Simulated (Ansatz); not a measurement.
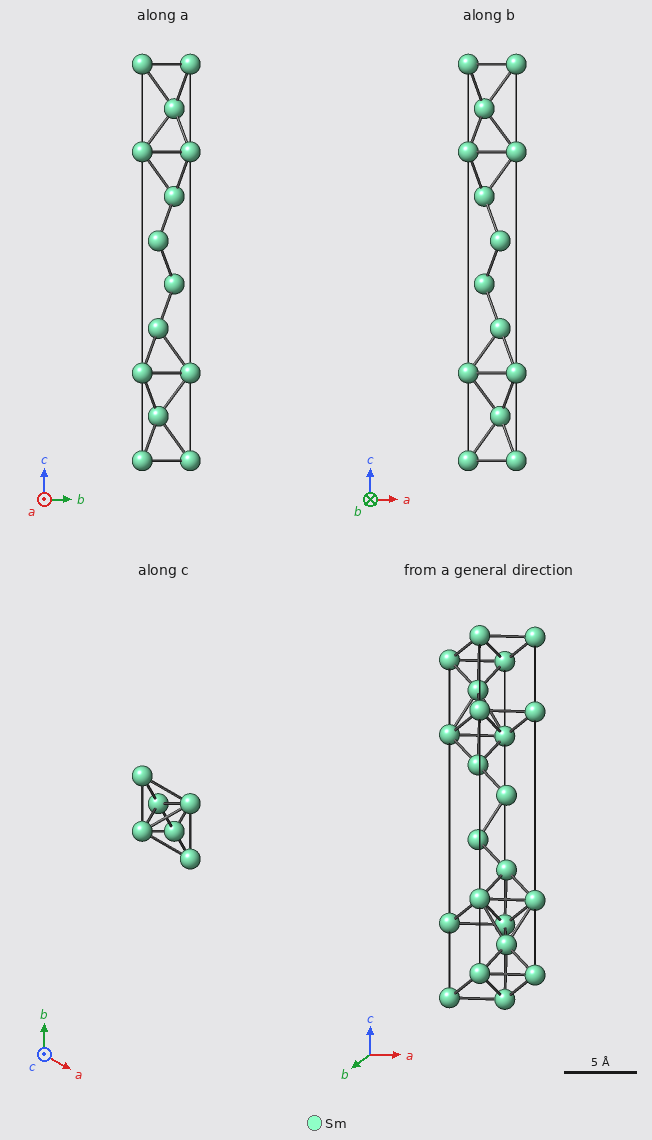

Ball-and-stick drawing of the structure, looking along the a axis, along the b axis, along the c axis and from a general direction. Lines trace the edges of the conventional unit cell.

Unit-cell dimensions: a = 3.89 Å, b = 3.89 Å, c = 27.84 Å, α = 90.00°, β = 90.00°, γ = 120.00°.

Bonding distances used: Sm–Sm up to 4.22 Å (cut-off distances).

Give the number of atoms in the outlined cell.

Answer. 9 (samarium), counting shared atoms by their share.

What lattice type does the structure have?

Answer. Rhombohedral (trigonal R) lattice; the crystal system is trigonal.

Name the space group.

Answer. R-3m (No. 166), with Sm on 3a and Sm on 6c.

Structure type?

Answer. Α-samarium (9R) type.

How far does the bonding extend?

Answer. The bonds build a three-dimensional framework.

It goes back to a structure type known for this element. The cell was then strained or its atoms displaced on purpose. It was set up as input for a calculation with Ansatz.
